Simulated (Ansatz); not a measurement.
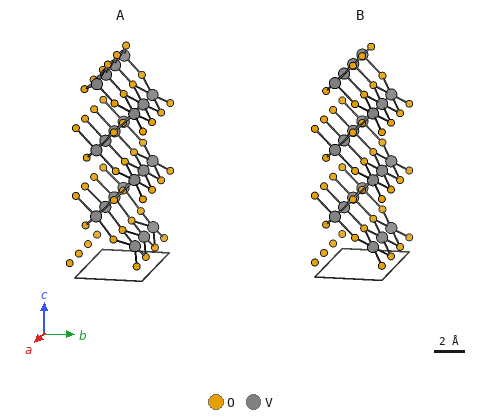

Two geometries of a slab of composition VO$_{2}$ (cut from the Pnnm phase), drawn at one scale. One is the start of a relaxation, the other its converged end. The picture is a ball-and-stick view of the 3 × 1 repeat of the cell, outlined in the plane, without the vacuum (origin shifted), seen slightly off an axis.

The calculation used Ansatz 0.2.0, DFT PBE, scalar-relativistic, plane waves, PAW. Settings: plane-wave cutoff 420 eV; k-point mesh 12 × 8 × 1; occupations gaussian; smearing width 0.1 eV; collinear spin; dipole correction; atoms relaxed in a fixed cell; force threshold 0.02 eV/Å; at most 60 steps.

### Which one is relaxed?

Structure A is the relaxed one. Case: (0 0 1) slab, atoms relaxed. The slab is the (0 0 1) face of VO2. The energy falls by 1.656 eV per cell of the calculation in 7 accepted moves (8 points after the start). The largest force component goes from 4 to 0.0034 eV/Å. The line search rejected the trial step at point 7 of the run. The largest moves relative to the layer's centre, 0.36 Å, are those of O atoms. Largest moves by element: O 0.36 Å, V 0.15 Å. The cell stays as it was. Near-neighbour distances that change, for instance: O–V 1.945 → 1.745 Å, O–V 1.922 → 1.815 Å, O–V 1.922 → 2.017 Å, O–V 1.945 → 2.009 Å. Bond angles that change, for instance: O–V–O 180.0° → 156.1°, O–V–O 90.0° → 104.5°, O–V–O 180.0° → 171.5°.
